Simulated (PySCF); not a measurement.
# Geometry relaxation, with input and output: C3H6O

System: C3H6O.
Method: PBE0-D3(BJ)/def2-SVP geometry optimisation, gas phase (PySCF 2.14.0).

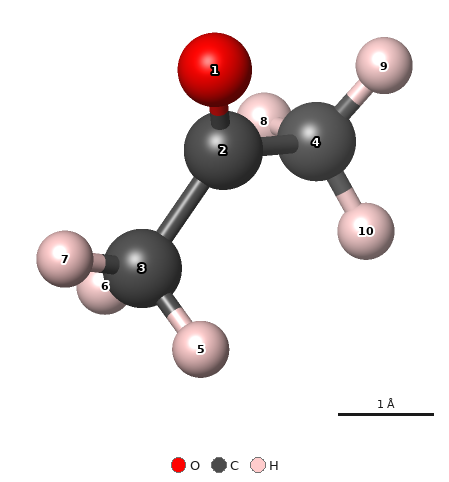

Fig. 1: The input geometry (ball-and-stick view, seen at a tilt; atoms are numbered from 1 in the order of the input).

Input
```
{"job": {"xc": "PBE0", "basis": "def2-SVP", "d3": "d3bj", "grid": 1, "kind": "geom"}, "charge": 0, "multiplicity": 1}
O      0.184353     1.501683    -1.089086
C      0.066425     0.530569    -0.388001
C     -1.273480    -0.072314    -0.045054
C      1.245613    -0.185437     0.222991
H     -1.506136     0.156551     0.993747
H     -1.247071    -1.153299    -0.155362
H     -2.049063     0.349739    -0.678322
H      1.385837    -1.135442    -0.290085
H      2.147540     0.409765     0.109568
H      1.063747    -0.392507     1.274548
```

The first line tells a small driver script what to run in PySCF; the rest is the geometry in Å.

Command:
```bash
OMP_NUM_THREADS=1 python <driver script> task.json out
```

Output
```
step   0  E = -192.79016312  max force = 0.009273
step   1  E = -192.79105463  max force = 0.001909
step   2  E = -192.79107024  max force = 0.000199
step   3  E = -192.79107792  max force = 0.001204
step   4  E = -192.79109032  max force = 0.001117
step   5  E = -192.79110230  max force = 0.000321
optimisation converged
```

Trajectory as extended XYZ (Å, eV, eV/Å), 6 frames, from step=0 to step=5
```
10
Properties=species:S:1:pos:R:3:forces:R:3 step=0 energy=-5246.08755
O     0.1844    1.5017   -1.0891    0.0323   0.1678  -0.1138
C     0.0664    0.5306   -0.3880   -0.0300  -0.2541   0.1801
C    -1.2735   -0.0723   -0.0450    0.2113   0.3216  -0.3107
C     1.2456   -0.1854    0.2230   -0.1237   0.4268  -0.2284
H    -1.5061    0.1565    0.9938   -0.1046   0.0289   0.4557
H    -1.2471   -1.1533   -0.1554   -0.0291  -0.4768   0.0198
H    -2.0491    0.3497   -0.6783   -0.2704   0.1665  -0.2309
H     1.3858   -1.1354   -0.2901    0.0468  -0.4412  -0.1596
H     2.1475    0.4098    0.1096    0.3165   0.2254  -0.0539
H     1.0637   -0.3925    1.2746   -0.0491  -0.1650   0.4417
10
Properties=species:S:1:pos:R:3:forces:R:3 step=1 energy=-5246.11181
O     0.1977    1.5077   -1.0565   -0.0026  -0.0288   0.0252
C     0.0696    0.5223   -0.3705    0.0157   0.0982  -0.0752
C    -1.2862   -0.0667   -0.0683   -0.0359  -0.0618   0.0606
C     1.2576   -0.1843    0.2336    0.0255  -0.0763   0.0459
H    -1.5421    0.1423    0.9850   -0.0008  -0.0121  -0.0362
H    -1.2839   -1.1624   -0.1841   -0.0099   0.0299  -0.0017
H    -2.0483    0.3842   -0.7161    0.0177   0.0126  -0.0026
H     1.4000   -1.1549   -0.2722   -0.0043   0.0286   0.0188
H     2.1623    0.4230    0.1048   -0.0151   0.0056  -0.0074
H     1.0926   -0.4028    1.3010    0.0097   0.0040  -0.0273
10
Properties=species:S:1:pos:R:3:forces:R:3 step=2 energy=-5246.11223
O     0.2129    1.5187   -1.0367    0.0012   0.0009   0.0018
C     0.0751    0.5260   -0.3644   -0.0019  -0.0035  -0.0018
C    -1.2871   -0.0621   -0.0802   -0.0017  -0.0015   0.0090
C     1.2557   -0.1934    0.2431    0.0102  -0.0036   0.0022
H    -1.5521    0.1354    0.9720   -0.0039  -0.0036  -0.0083
H    -1.2905   -1.1554   -0.2102   -0.0027   0.0068  -0.0082
H    -2.0387    0.4031   -0.7305    0.0094   0.0015   0.0056
H     1.3916   -1.1648   -0.2607   -0.0023   0.0058   0.0023
H     2.1638    0.4091    0.1142   -0.0066  -0.0073   0.0025
H     1.0882   -0.4085    1.3100   -0.0018   0.0044  -0.0052
10
Properties=species:S:1:pos:R:3:forces:R:3 step=3 energy=-5246.11244
O     0.2507    1.5359   -0.9997    0.0001   0.0139  -0.0134
C     0.0885    0.5312   -0.3519   -0.0158  -0.0619   0.0424
C    -1.2870   -0.0477   -0.1094    0.0301   0.0413  -0.0248
C     1.2494   -0.2129    0.2665   -0.0074   0.0455  -0.0295
H    -1.5710    0.1220    0.9419   -0.0037   0.0000   0.0176
H    -1.3034   -1.1356   -0.2737    0.0031  -0.0128  -0.0104
H    -2.0173    0.4489   -0.7605   -0.0026  -0.0039   0.0048
H     1.3717   -1.1873   -0.2331   -0.0006  -0.0143  -0.0089
H     2.1679    0.3744    0.1441    0.0085  -0.0102   0.0098
H     1.0693   -0.4210    1.3323   -0.0116   0.0024   0.0125
10
Properties=species:S:1:pos:R:3:forces:R:3 step=4 energy=-5246.11278
O     0.2839    1.5366   -0.9892    0.0017   0.0164  -0.0145
C     0.1002    0.5317   -0.3475   -0.0182  -0.0574   0.0435
C    -1.2852   -0.0344   -0.1338    0.0273   0.0413  -0.0274
C     1.2421   -0.2257    0.2899   -0.0097   0.0430  -0.0305
H    -1.5802    0.1082    0.9182   -0.0001  -0.0013   0.0213
H    -1.3134   -1.1166   -0.3307    0.0044  -0.0153  -0.0074
H    -2.0006    0.4895   -0.7799   -0.0064  -0.0049   0.0018
H     1.3577   -1.2041   -0.2031    0.0015  -0.0163  -0.0077
H     2.1702    0.3482    0.1785    0.0115  -0.0064   0.0075
H     1.0440   -0.4256    1.3540   -0.0119   0.0010   0.0135
10
Properties=species:S:1:pos:R:3:forces:R:3 step=5 energy=-5246.11311
O     0.3053    1.5344   -0.9877    0.0015   0.0054  -0.0029
C     0.1077    0.5317   -0.3461   -0.0029  -0.0165   0.0109
C    -1.2823   -0.0279   -0.1538    0.0044   0.0147  -0.0061
C     1.2358   -0.2295    0.3096   -0.0051   0.0121  -0.0096
H    -1.5826    0.0854    0.9006    0.0014  -0.0034   0.0070
H    -1.3156   -1.1044   -0.3819    0.0042  -0.0055  -0.0027
H    -1.9906    0.5169   -0.7902   -0.0056  -0.0016  -0.0007
H     1.3501   -1.2125   -0.1756    0.0014  -0.0061  -0.0014
H     2.1709    0.3350    0.2092    0.0040   0.0008   0.0012
H     1.0203   -0.4213    1.3722   -0.0031  -0.0001   0.0042
```

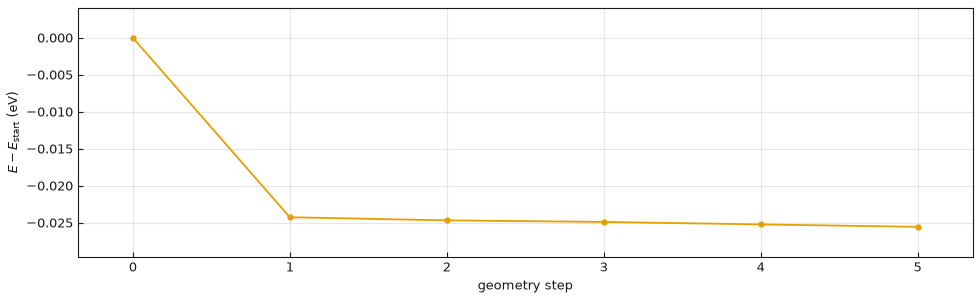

Fig. 2: Progress of the relaxation, step by step (steps are counted from 0).

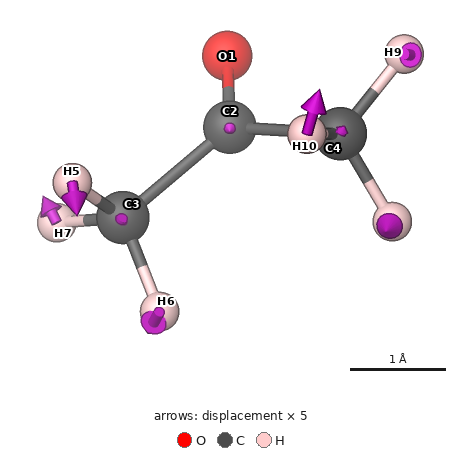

Fig. 3: The starting structure with the displacements as pink arrows, magnified 5 times (ball-and-stick view, seen at a tilt). The two geometries are laid on each other by the best rigid fit. After 5 geometry steps the energy has fallen by 0.026 eV. Largest force component: 0.48 eV/Å at the start, 0.017 eV/Å at the end. The largest move after the best rigid fit is that of H10, 0.10 Å. Largest moves by element: H 0.10 Å, C 0.02 Å, O 0.02 Å. Among the contacts that change: C3–H5 1.089 → 1.102 Å. Among the angles that change: C3–C2–C4 114.4° → 116.4°. (Atoms are counted from 1 in the order of the input.)

Key numbers

```tsv
quantity	value
outcome	converged
total energy	−192.791102 hartree
dipole moment	2.85 D
point group	C2
hardware	1 CPU thread, shared host
wall time	11 s
peak memory	0.37 GiB
```
